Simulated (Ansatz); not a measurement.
**Ge: density, localisation and related maps**

```
Ge
1.0
     3.99697    0.00000    0.00000
    -1.99848    3.46148    0.00000
     0.00000    0.00000    6.59637
Ge
4
Direct
  0.66667 0.33333 0.03259
  0.33333 0.66667 0.56291
  0.66667 0.33333 0.43709
  0.33333 0.66667 0.93709
```

Space group P3m1; a structure from a database of computed crystals, not necessarily the ambient phase; changed on purpose from its base cell (atom 1 (Ge) moved by (+0.000, -0.200) A along x and z); not relaxed (largest force 1.8 eV/Å).

The calculation used DFT PBEsol, scalar-relativistic, plane waves, PAW (Ansatz).

In a PAW calculation such maps are meaningful between the atoms, not at the nuclei.

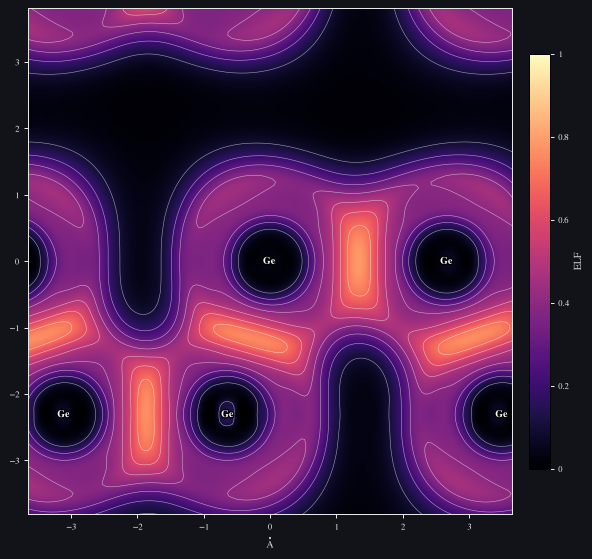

Figure 1. ELF on the (110) plane of the conventional cell.

> What do the fields say about this system?

The section cuts through Ge sites.
Ge–Ge (2.39 Å): the ELF peaks at about 0.75 between the atoms.
Ge–Ge (2.45 Å): the ELF peaks at about 0.75 between the atoms.
Ge–Ge (2.67 Å): the ELF peaks at about 0.80 between the atoms.

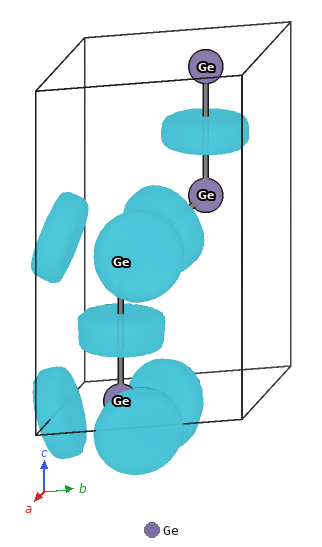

Figure 2. Isosurface of the electron localisation function at 0.55 (cyan), seen slightly off an axis. Core shells and regions of very low density are left out. Sticks mark near contacts.

> Identify the bonds, lone pairs and shells in this picture.

At this value the surface marks out eight regions between bonded Ge–Ge atoms, counted in one cell of 4 atoms. Regions shared between cells count once.

> Does the calculation make it a metal, or give it a gap?

It is metallic or semimetallic at this level of theory: no gap opens.
